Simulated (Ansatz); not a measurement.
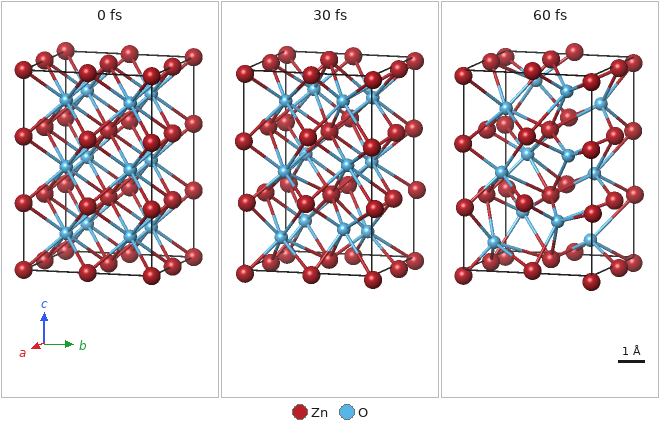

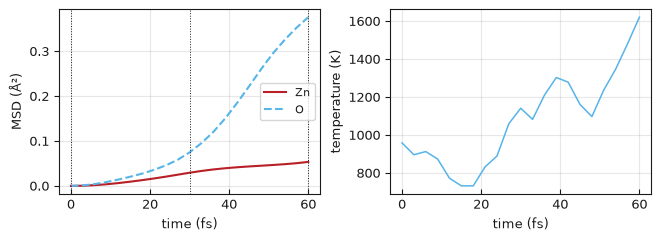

Molecular dynamics of a 24-atom cell of ZnO (built on the CsCl type), 60 fs long. Frames and the history of the run. Style: ball-and-stick. Shown: the simulation cell, slightly off an axis. Bonds to atoms that aren't drawn are left out.

These are results of DFT, PBE, plane waves, PAW in Ansatz 0.2.0, not measurements. Run with plane-wave cutoff 420 eV; k-point mesh 4 × 4 × 2; Fermi-Dirac smearing 0.086 eV; Langevin thermostat (NVT); set temperature 1000 K; time step 3 fs.

> What happens in this trajectory?

Over the second half the temperature averages 1269 K (spread ±157 K). The temperature is still climbing (849 K in the second quarter, 1356 K in the last), so the run isn't equilibrated. The potential energy is still drifting at the end, so the run hasn't reached equilibrium. The potential energy in the second half lies on average 44.3 meV per atom below the first frame. Root-mean-square distances from the starting positions over the second half, with the common drift of all atoms taken out: O 0.47 Å, Zn 0.21 Å. The potential energy sinks well below that of the force-free first frame, so the starting arrangement isn't stable at these settings: the atoms shift into a lower-energy one.
